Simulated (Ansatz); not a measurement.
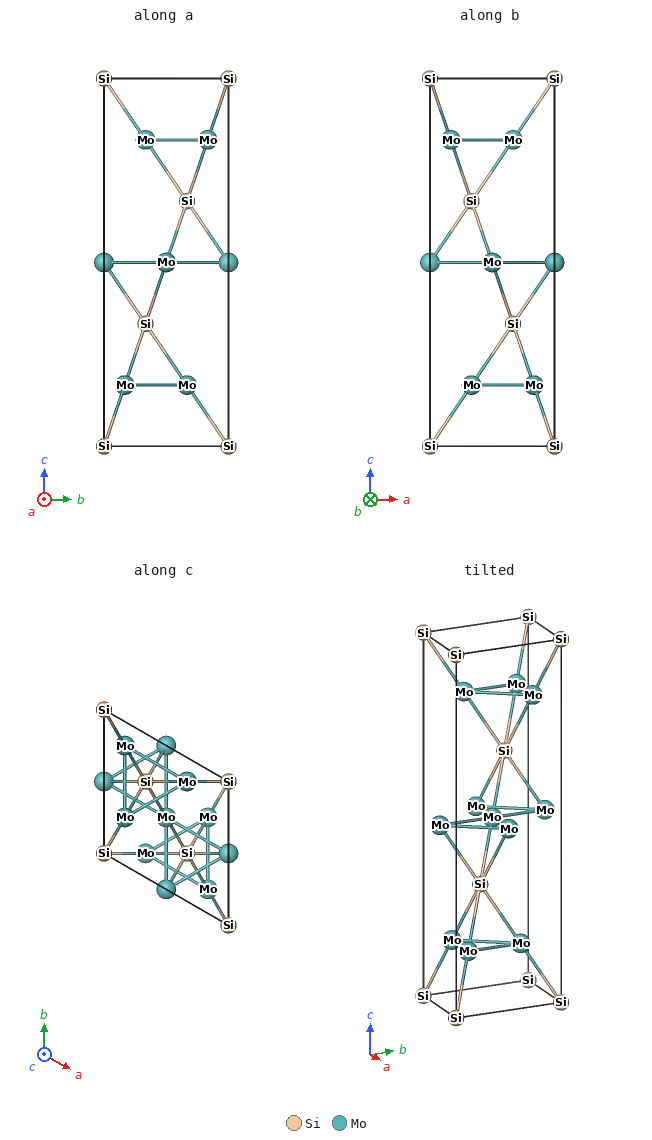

A ball-and-stick rendering, viewed along the a axis, along the b axis, along the c axis and slightly off an axis. Thin lines show the conventional unit cell, with boundary atoms drawn in all their periodic places.

Lattice parameters: a = 5.049 Å, b = 5.049 Å, c = 12.915 Å, α = 90.00°, β = 90.00°, γ = 120.00°.

### Give the structure in the form of a table of Wyckoff sites.

Space group R-3m:H (No. 166).
```csv
atom,site,x,y,z
Si,3a,0.0000,0.0000,0.0000
Mo,9d,0.8333,0.6667,0.1667
```

Provenance: a random cell made by a generator, so it need not be a real form of the compound. Earlier steps of the study, as a rule a relaxation of our own, may have changed the cell and positions, so they can lie some per cent off the listed ones. Ansatz was used for an electronic-structure calculation on it.
